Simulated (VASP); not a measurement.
Consider Se.

```
Se
1.0
     2.85535    0.00000    0.00000
     0.00000    2.85535    0.00000
     0.00000    0.00000    2.85535
Se
1
Direct
  0.00000 0.00000 0.00000
```

Space group Pm-3m; a generated structure, not necessarily the stable one; changed on purpose from its base cell (volume × 1.0).

Method: VASP 6.6.1, Kohn-Sham DFT of a periodic cell, RPBE, VASP PAW PBE potentials, recommended.

Question: What can the converged valence pseudo-density and electron localisation function tell about the bonding?

Answer: Se–Se (2.86 Å): the density is about 0.29 e/Å³ at the midpoint; the ELF is about 0.45 at the midpoint.

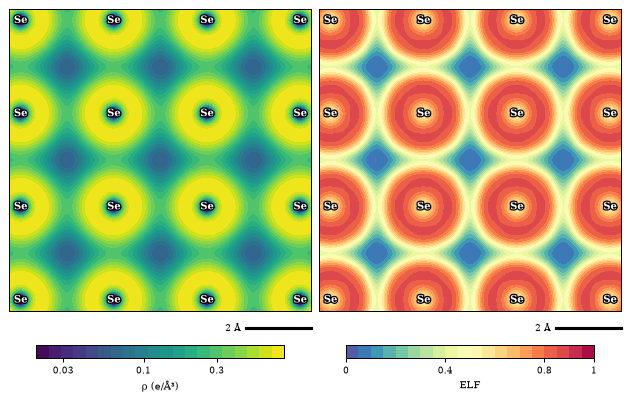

Computed valence pseudo-density and electron localisation function on the (001) plane of the conventional cell, in this order. 
